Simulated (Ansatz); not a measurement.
Consider this structure, Rh.

```cif
data_structure
_symmetry_space_group_name_H-M 'I4/mmm'
_symmetry_Int_Tables_number 139
_cell_length_a 2.6704
_cell_length_b 2.6704
_cell_length_c 8.4622
_cell_angle_alpha 90.000
_cell_angle_beta 90.000
_cell_angle_gamma 90.000
_cell_volume 60.34
loop_
_atom_site_label
_atom_site_type_symbol
_atom_site_symmetry_multiplicity
_atom_site_Wyckoff_symbol
_atom_site_fract_x
_atom_site_fract_y
_atom_site_fract_z
_atom_site_occupancy
Rh1 Rh 4 e 0.50000 0.50000 0.35770 1
```

Structure used: coordinates from a relaxation with DFT r2SCAN, scalar-relativistic, plane waves, PAW (Ansatz); the starting structure was generated, so it need not be a known form of this composition.

**Where will the first 3 clear peaks of its neutron PDF lie (peak width σ = 0.15 Å), and from which pairs do they come?**

1. 2.63 Å: Rh–Rh at 2.41–2.67 Å
2. 3.68 Å: Rh–Rh at 3.60–3.78 Å
3. 4.59 Å: Rh–Rh at 4.48–4.63 Å

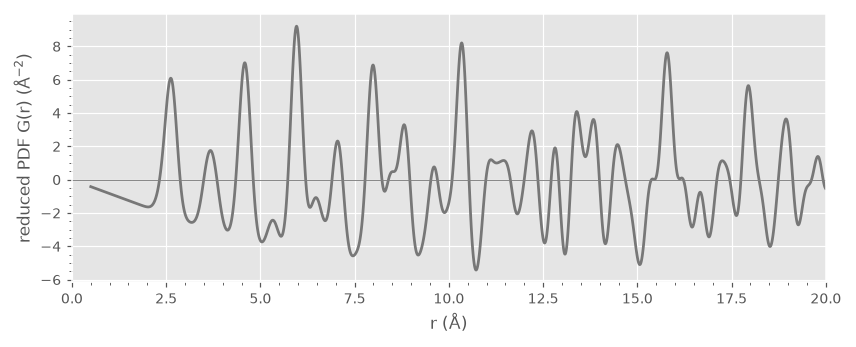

The curve is a calculated neutron PDF: distances of the static structure, each pair weighted by the product of the tabulated coherent neutron scattering lengths (natural isotope mix where the element has one), broadened by Gaussians with σ = 0.15 Å, damped by exp(−(Q_damp r)²/2) with Q_damp = 0.020 Å⁻¹. No termination ripples are included.
